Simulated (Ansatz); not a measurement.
## Run report: EuO, single-point calculation (part 1 of 2)

- system: EuO (Fm-3m, 4 atoms in the cell)
- method: DFT LDA+U, scalar-relativistic, plane waves, PAW, Ueff = 8 eV on Eu atom 1 f; Ueff = 8 eV on Eu atom 3 f, spin-polarised (Ansatz 0.2.0)

The structure was built on a prototype by a generator; it need not be a known phase. It belongs to a series of runs on one base structure; here: natural orbitals of the symmetric run, filled by rank. Figures and captions count atoms from 1; the log counts them from 0 in places.

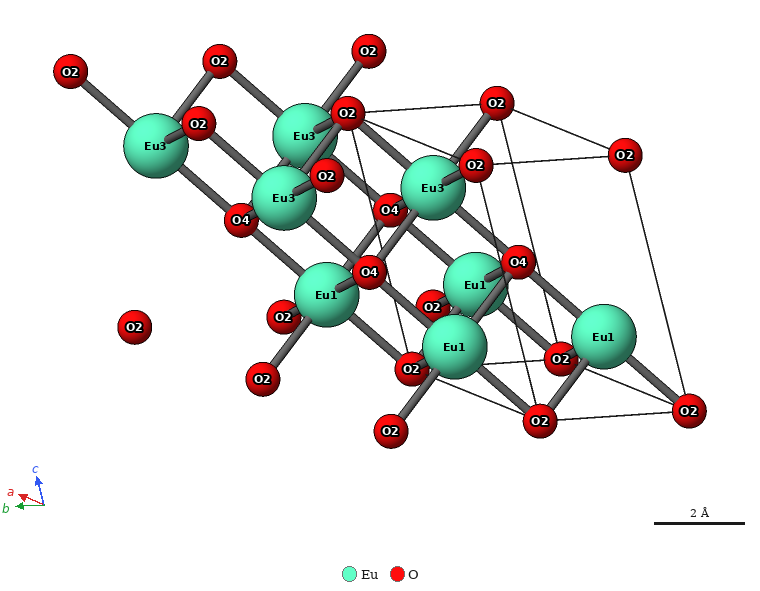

*The structure as given in the input (ball-and-stick view of the reduced cell, repeated 2 × 2 × 1, seen at an oblique angle; atoms are numbered from 1 in the order of the input).*

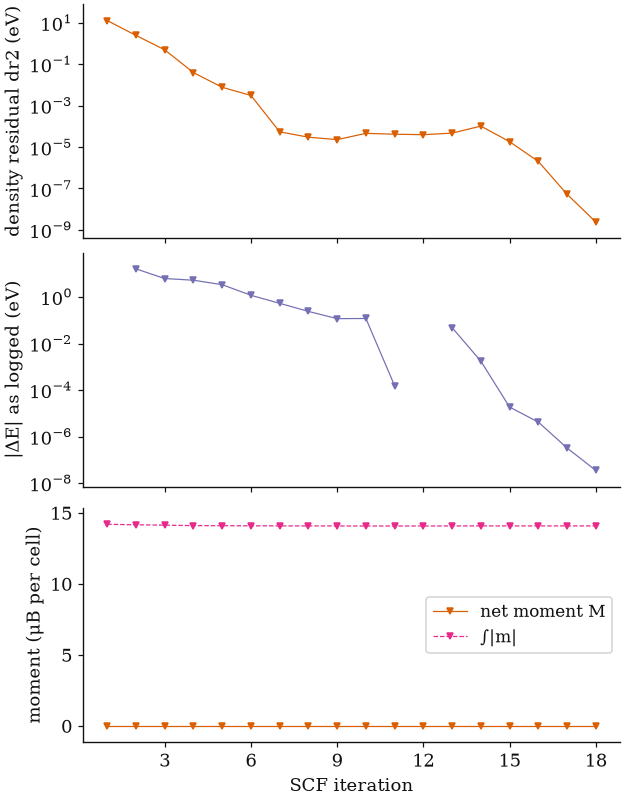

*Convergence of the self-consistent field: density residual dr2, size of the energy change and magnetic moment against the SCF iteration.*

The residual falls unevenly and jumps up by a factor of two or more 2 times on the way down. The net moment stays at 0.0 μB per cell.

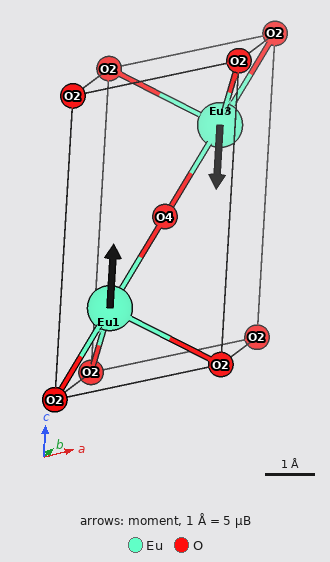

*Magnetic moments of the sites as black arrows (ball-and-stick view of the reduced cell, seen slightly off an axis; atoms are numbered from 1 in the order of the input); small moments hardly show. The run is collinear, so the axis drawn is arbitrary.*

Site moments: Eu1 (6.75 μB); Eu3 (−6.75 μB). They are counted near the atoms and needn't add up to the moment of the cell.

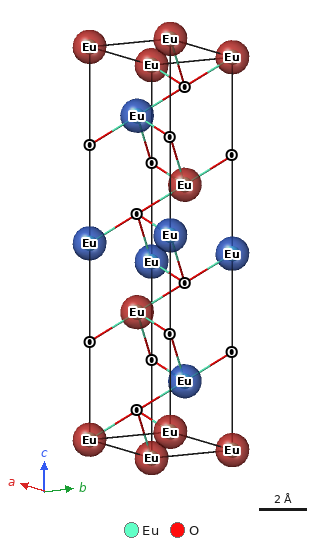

*Isosurfaces of the spin density at +0.8 (blue) and −0.8 e/Å³ (red), seen at an oblique angle. Sticks mark near contacts. The outline is the cell set on symmetry axes of the magnetic structure.*

The cell of the calculation (4 atoms) carries 0.0 μB net. The fields are those of the smooth PAW valence density.

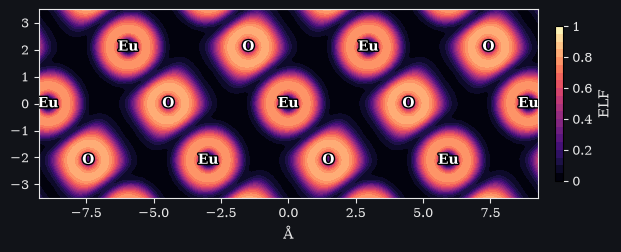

*ELF on the (110) plane of the conventional cell of the magnetic structure.*

The section cuts through Eu and O sites. The strong features right at Eu lie inside the PAW spheres (semicore, d or f shells) and say nothing about bonding.

These pictures come from the run below.

## The input
```yaml
crystal:
  lattice:
    - [0.0, 2.57195197, 2.57195197]
    - [2.57195197, 0.0, 2.57195197]
    - [5.14390394, 5.14390394, 0.0]
  atoms:
    - { symbol: Eu, position: [0.5, 0.5, 0.25], spin: 7.0 }
    - { symbol: O, position: [0.0, 0.0, 0.0] }
    - { symbol: Eu, position: [0.5, 0.5, 0.75], spin: -7.0 }
    - { symbol: O, position: [0.0, 0.0, 0.5] }
basis:
  ecutwfc: 420
  ecutrho_ratio: 4
kpoints:
  mp_grid: { grid: [6, 6, 6] }
hamiltonian:
  xc: lda
  hubbard:
    sites:
      - { site: 0, l: f, u_eff: 8.0, starting_ns: [{ spin: up, occupation_matrix: s0up }, { spin: down, occupation_matrix: s0down }] }
      - { site: 2, l: f, u_eff: 8.0, starting_ns: [{ spin: up, occupation_matrix: s2up }, { spin: down, occupation_matrix: s2down }] }
    occupation_matrices:
      s0up:
        matrix:
          - [0.97, 0.0, 0.0, 0.0, 0.0, 0.0, 0.0]
          - [0.0, 0.97, 0.0, 0.0, 0.0, 0.0, 0.0]
          - [0.0, 0.0, 0.97, 0.0, 0.0, 0.0, 0.0]
          - [0.0, 0.0, 0.0, 0.97, 0.0, 0.0, 0.0]
          - [0.0, 0.0, 0.0, 0.0, 0.97, 0.0, 0.0]
          - [0.0, 0.0, 0.0, 0.0, 0.0, 0.97, 0.0]
          - [0.0, 0.0, 0.0, 0.0, 0.0, 0.0, 0.97]
      s0down:
        matrix:
          - [0.02, 0.0, 0.0, 0.0, 0.0, 0.0, 0.0]
          - [0.0, 0.02, 0.0, 0.0, 0.0, 0.0, 0.0]
          - [0.0, 0.0, 0.02, 0.0, 0.0, 0.0, 0.0]
          - [0.0, 0.0, 0.0, 0.02, 0.0, 0.0, 0.0]
          - [0.0, 0.0, 0.0, 0.0, 0.02, 0.0, 0.0]
          - [0.0, 0.0, 0.0, 0.0, 0.0, 0.02, 0.0]
          - [0.0, 0.0, 0.0, 0.0, 0.0, 0.0, 0.02]
      s2up:
        matrix:
          - [0.02, 0.0, 0.0, 0.0, 0.0, 0.0, 0.0]
          - [0.0, 0.02, 0.0, 0.0, 0.0, 0.0, 0.0]
          - [0.0, 0.0, 0.02, 0.0, 0.0, 0.0, 0.0]
          - [0.0, 0.0, 0.0, 0.02, 0.0, 0.0, 0.0]
          - [0.0, 0.0, 0.0, 0.0, 0.02, 0.0, 0.0]
          - [0.0, 0.0, 0.0, 0.0, 0.0, 0.02, 0.0]
          - [0.0, 0.0, 0.0, 0.0, 0.0, 0.0, 0.02]
      s2down:
        matrix:
          - [0.97, 0.0, 0.0, 0.0, 0.0, 0.0, 0.0]
          - [0.0, 0.97, 0.0, 0.0, 0.0, 0.0, 0.0]
          - [0.0, 0.0, 0.97, 0.0, 0.0, 0.0, 0.0]
          - [0.0, 0.0, 0.0, 0.97, 0.0, 0.0, 0.0]
          - [0.0, 0.0, 0.0, 0.0, 0.97, 0.0, 0.0]
          - [0.0, 0.0, 0.0, 0.0, 0.0, 0.97, 0.0]
          - [0.0, 0.0, 0.0, 0.0, 0.0, 0.0, 0.97]
    ns_hold: { iters: 10 }
scf:
  occupations: { method: gaussian, width: 0.05 }
  lower_state_search: "off"
  max_iter: 150
output:
  forces: true
  stress: true
  eigenvalues: true
  populations: true
  hubbard: { sites: [{ site: 0, l: f }, { site: 2, l: f }] }
  write_density: true
  write_potential: true
  elf: true
  volumetric_format: npy
magnetization:
  spin_polarized: true
```

Launch command:
```bash
ansatz run input.yaml --threads 4 --pin off --max-ram 6144MiB --backend cpu --events-out ev --progress --plain --runs-dir out
```

## The program's output
```
Eu: projections on atomic orbitals take those of the free atom [Kr 4d10] 4f7 5s2 5p6 5d0 6s2, of charge +0.00 (hamiltonian.pseudopotentials.projection_atoms); the dataset's partial waves leave at most 1.0e-3 of an orbital's norm unspanned inside its sphere
O: projections on atomic orbitals take those of the free atom [He] 2s2 2p4, of charge +0.00 (hamiltonian.pseudopotentials.projection_atoms); the dataset's partial waves leave at most 1.9e-8 of an orbital's norm unspanned inside its sphere
Engine: ansatz 0.2.0, aarch64-unknown-linux-gnu
Pseudopotentials: kind: paw
Pseudopotential: Eu, paw, valence charge 17, recommended cutoff 420 eV (normal), Eu.paw.azcp
Pseudopotential: O, paw, valence charge 6, recommended cutoff 420 eV (normal), O.paw.azcp
Functional definition: SPW92
  exchange = slater_x
  correlation = pw_c
Crystal: 4 atoms, lattice volume = 68.053 Å³
Basis set: ecut = 420 eV, 1297 PW (Γ)
Bands: 36, of which v1, the nominal top of the filled ones, is band 23 counted from 1 (22 counted from 0)
Symmetry: 12 space group operations
Space group: R-3m (ITA 166), of the structure as read, at distance tolerance 4.1e-5 Å
Magnetic group: BNS 166.102 (UNI 1332), of the structure as read, at distance tolerance 4.1e-5 Å
k-points: 32 of 216
Non-local potential: Eu, projectors of the file, l = 0: 3, l = 1: 2, l = 2: 2, l = 3: 3
Non-local potential: O, projectors of the file, l = 0: 2, l = 1: 2, l = 2: 1
PAW form: soft (Blöchl's): semilocal exchange-correlation on the pseudo side does not see the compensation charge
PAW frozen core: Eu, regenerated for the run's functional, and the local potential with it (the file was generated under x = pbe(κ = 0.804, μ = 0.2195149727645171), c = pbe(β = 0.06672455060314922))
PAW frozen core: O, regenerated for the run's functional, and the local potential with it (the file was generated under x = pbe(κ = 0.804, μ = 0.2195149727645171), c = pbe(β = 0.06672455060314922))
PAW one-centre angular grid: Eu, 590 points (default); XC on 64 Gauss nodes
PAW one-centre angular grid: O, 110 points (default); XC on 64 Gauss nodes
Initial density: superposition of atomic densities (chi_scale 0.1, normalization cell)
Starting moments: Σ|m| = 14 μB on 2 of 4 sites
Starting magnetic order: antiferromagnet; a translation exchanges its spin sublattices: spin-degenerate at every k-point
Initial wavefunctions: pseudopotential atomic-orbital guess
Functional: x = slater, c = lda
```
